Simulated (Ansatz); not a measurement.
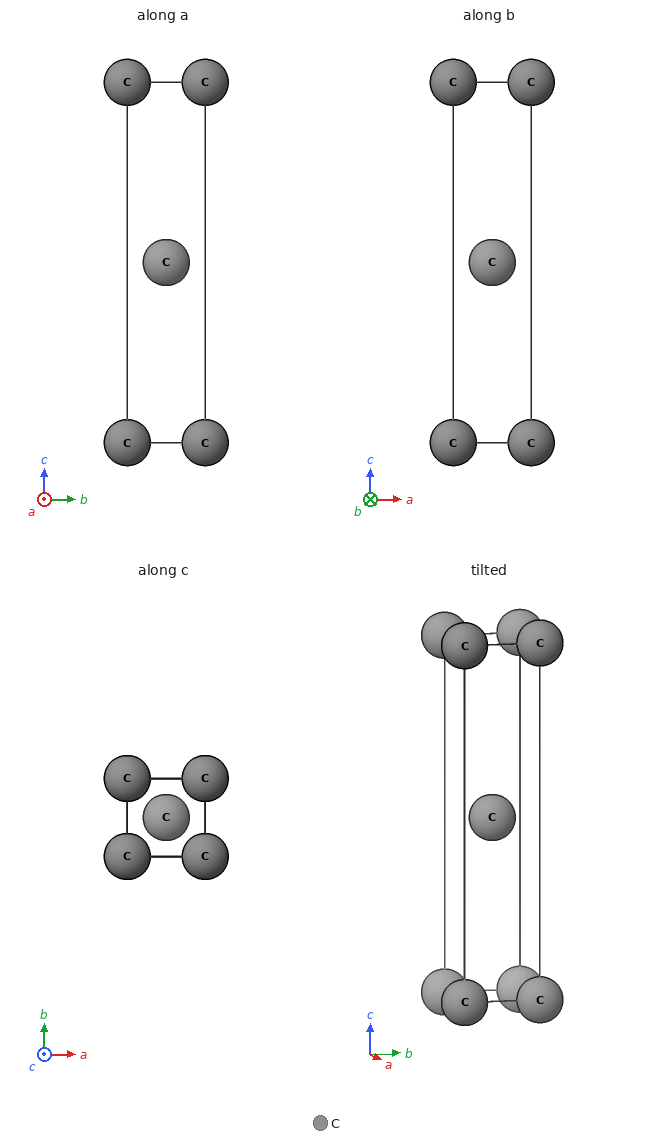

This spheres-only model is shown along the a axis, along the b axis, along the c axis and slightly off an axis. Atoms at the boundary of the conventional unit cell (the box) are drawn once for each face, edge or corner they touch.

Lattice parameters: a = 1.615 Å, b = 1.615 Å, c = 7.463 Å, α = 90.00°, β = 90.00°, γ = 90.00°. Put a along x and b in the xy plane.

Question: Convert the drawing into a POSCAR file.

Answer:
```
C
1.0
     1.615    0.000    0.000
     0.000    1.615    0.000
     0.000    0.000    7.463
C
2
Direct
  0.0000 0.0000 0.0000
  0.5000 0.5000 0.5000
```

The structure was taken from a structure type filled with this element by a generator (whether the element takes this form wasn't checked). Earlier steps of the study may have refined or changed the cell and positions. It was set up as input for a calculation with Ansatz.
